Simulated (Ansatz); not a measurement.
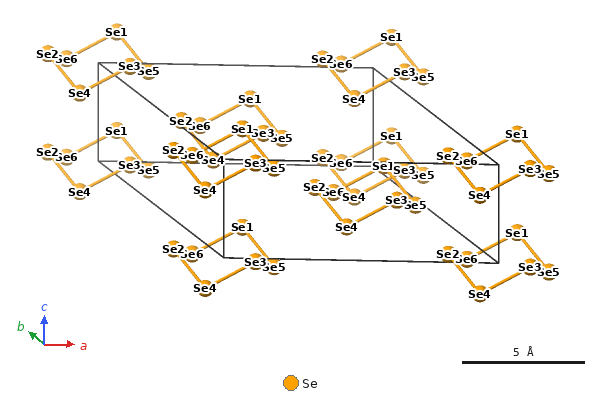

This is solid Se (set up in R-3). The picture is a ball-and-stick view of the conventional cell (3 times the calculation's cell), seen from a free direction. Lengths and directions refer to the drawn axes.

Method: DFT, PBE, PAW with Ansatz's default frozen-core files, scalar-relativistic in Ansatz 0.2.0. Set-up: plane-wave cutoff 420 eV; k-point mesh 6 × 6 × 6; occupations fermi dirac; smearing width 0.01 eV; no spin polarisation.

Change: The cell is strained by 0.0 % along c and +2.0 % across it (volume +4.0 %), the atoms keeping their fractional coordinates. No relaxation follows.

### What is the effect?

The energy falls by 8.4 meV per atom. The pressure goes from 2.7 to 0.2 GPa. The principal stresses (compression positive) are 1.1 GPa along c and −0.3 GPa across it. The largest forces, 0.086 eV/Å, act on 6 atoms; on Se1 it points along [1 −1 −3]. The gap on the k-mesh: 1.20 eV before, 1.01 eV after. Among the bonded contacts that change: Se–Se 2.356 → 2.393 Å. The space group stays R-3 (No. 148).

Drawn alike, the variant:

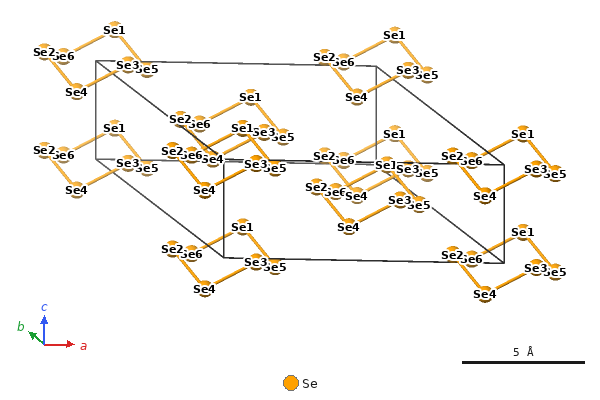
